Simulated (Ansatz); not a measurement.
# A thicker film of MgO (110) from five thinner ones

In a field along its normal an insulating film takes a dipole p. Written as a length, p/(ε₀AE), it should grow by 1 − 1/ε for each ångström added.

How it was computed: Ansatz 0.2.0, plane waves with PAW datasets (its set soft_2), PBE; rocksalt films relaxed at a bulk in-plane lattice constant near the measured one, then held in weak fields of both signs with a dipole correction (A is the cell's area, E the outer field).

```tsv
run	distance between the outer atoms (Å)	p/(ε₀AE) (Å)
5 units	5.957	6.520
6 units	7.469	7.534
8 units	10.489	9.628
9 units	11.999	10.675
12 units	16.531	13.805
16 units	22.573	?
```

**Question.** What value belongs in the row marked “?”, and how far can the other rows tell?

A least-squares line through the 5 rows shown has slope 0.6900 and intercept 2.3950; no row lies more than 0.015 Å off it. That slope means ε = 1/(1 − 0.6900) = 3.23. At 22.573 it gives 0.6900 × 22.573 + 2.3950 = 17.970 Å, beyond the rows fitted. Rounding and scatter of the rows alone allow about ±0.034 Å there.

The run itself gives 17.982 Å: a miss of +0.012 Å, or 0.1 % of the value. The length is met to within 1 %, though ε is more sensitive than the length: the two thickest films give ε = 3.24.

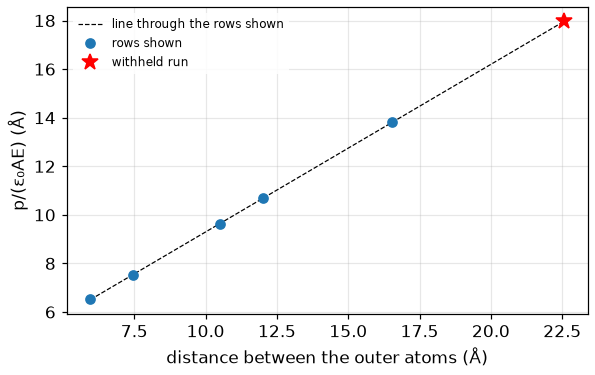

The fit and the withheld run.

Caveats: This is the electronic response alone. A unit is one step of the cut along the normal (a plane, a pair of planes or a cell), and the layers relax along it, away from their bulk spacing where the functional's lattice constant differs from the one held.

[Logs are printed without paths, hosts, clocks, repeated set-up lines and the standing remarks that a program may print on its own settings, such as how far it seeks lower states.]
